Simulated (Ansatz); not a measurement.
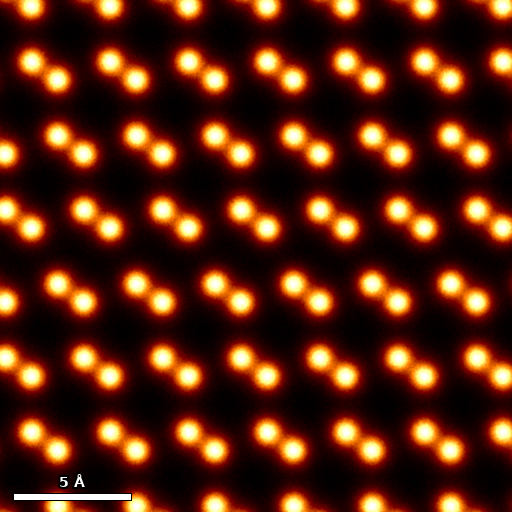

iDPC-like image of Rh (Fd-3m, No. 227) along [110]. Simulated as the projected potential of neutral atoms (B = 0.3 Å²) blurred by a 0.66 Å probe, the thin-sample limit of integrated differential phase contrast. Shot noise was added.

One planar defect was built into the perfect crystal by geometry alone, without relaxation. Host structure: the input geometry of an electronic-structure calculation (not necessarily at equilibrium); the starting structure was generated, so it need not be a known form of this composition.

**Find the planar defect and say what kind it is.**

A planar fault (a stacking fault) runs horizontally about 11 Å below the top edge. The part above it is shifted along the boundary by 2/3 of the 3.38 Å repeat of the rows (2.3 Å to the right, the same as 1.1 Å to the left); both parts keep the same orientation.
